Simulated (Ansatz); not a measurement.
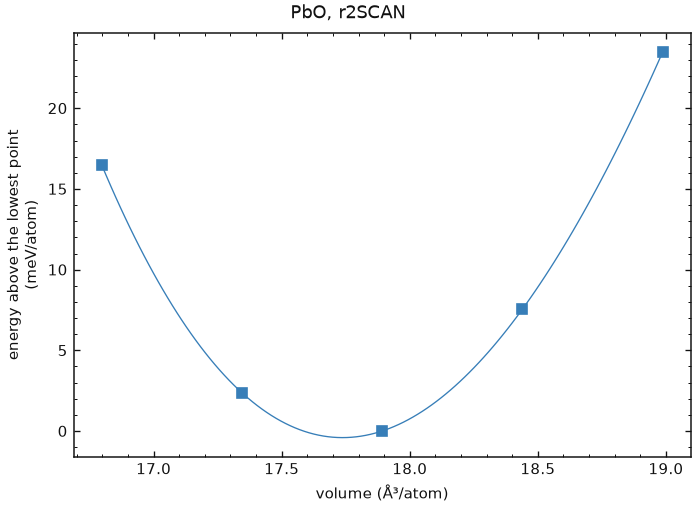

The figure shows the energy above the lowest point against volume for PbO, space group Fm-3m (No. 225) (one of a set of cubic test structures, which need not be the stable phase).

How it was computed, with Ansatz 0.2.0 development build: equation of state of a cubic crystal from periodic Kohn-Sham density functional theory without spin, third-order Birch-Murnaghan fit to the free energies; pressure corrected for the finite basis. Level: r2SCAN, no spin-orbit coupling.

```
                setting                   value
         structure type               rock salt
          atoms in cell                       2
     space group number                     225
       lattice centring  face-centred primitive
                 k mesh                11×11×11
      occupation method             Fermi–Dirac
       occupation width                  0.1 eV
            wave cutoff                  500 eV
               datasets              soft-1 PAW
      density tolerance                1e-07 eV
                  bands                      14
   density cutoff ratio                       4
search for lower states                 default
```

From this curve and the settings, what does the calculation give for the pressure at the same points?

The pressure falls from 6.1 GPa at volume 16.80 Å³/atom to −5.8 GPa at 18.99 Å³/atom, and changes sign near 17.75 Å³/atom.

```tsv
volume (Å³/atom)	pressure (GPa)
16.80	6.1
17.34	2.3
17.89	-0.8
18.44	-3.5
18.99	-5.8
```

Caveats: cubic model structure, not the ambient form; modest k-mesh, values are not fully converged in k; no spin-orbit coupling with 6p elements.
